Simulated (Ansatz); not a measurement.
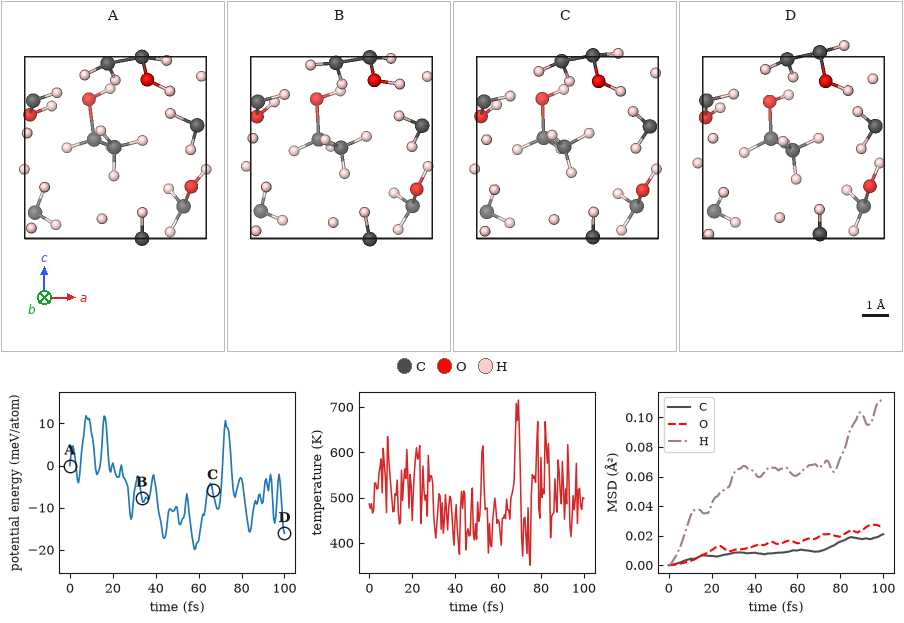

Molecular dynamics of a periodic cell with 4 CH3CH2OH at 0.876 g/cm³, 100 fs long. It starts from the last geometry of an earlier run, with fresh velocities. Frames (A at 0 fs, B at 34 fs, C at 66 fs, D at 100 fs) and the history of the run. Style: ball-and-stick. Shown: the simulation cell, along the b axis.

Computed with Ansatz, DFT PBE-D3(BJ), scalar-relativistic, plane waves, PAW. Set-up: plane-wave cutoff 420 eV; k-point mesh 1 × 1 × 1; Fermi-Dirac smearing 0.05 eV; low-accuracy preset; Langevin thermostat (NVT); set temperature 500 K; time step 0.5 fs; friction 0.5 per fs.

Question: Describe the run.

Answer: Over the second half the temperature averages 500 K (spread ±75 K). The potential energy in the second half lies on average 8.1 meV per atom below the first frame. Root-mean-square distances from the starting positions over the second half, with the common drift of all atoms taken out: H 0.28 Å, O 0.14 Å, C 0.12 Å. The heavy atoms stay within a fraction of a molecule's size of their starting places; so short a run doesn't tell a liquid from a solid. The friction is so strong that the slow modes are overdamped, and the motion no longer resembles free dynamics.

Limits of the set-up: the program's low-accuracy preset was used; the periodic images lie only 7.0 Å apart, so the values are limited by the cell's size.

Cost: 5.7 min on 1 thread of Arm Neoverse V2 (shared host), peak memory 0.4 GiB.
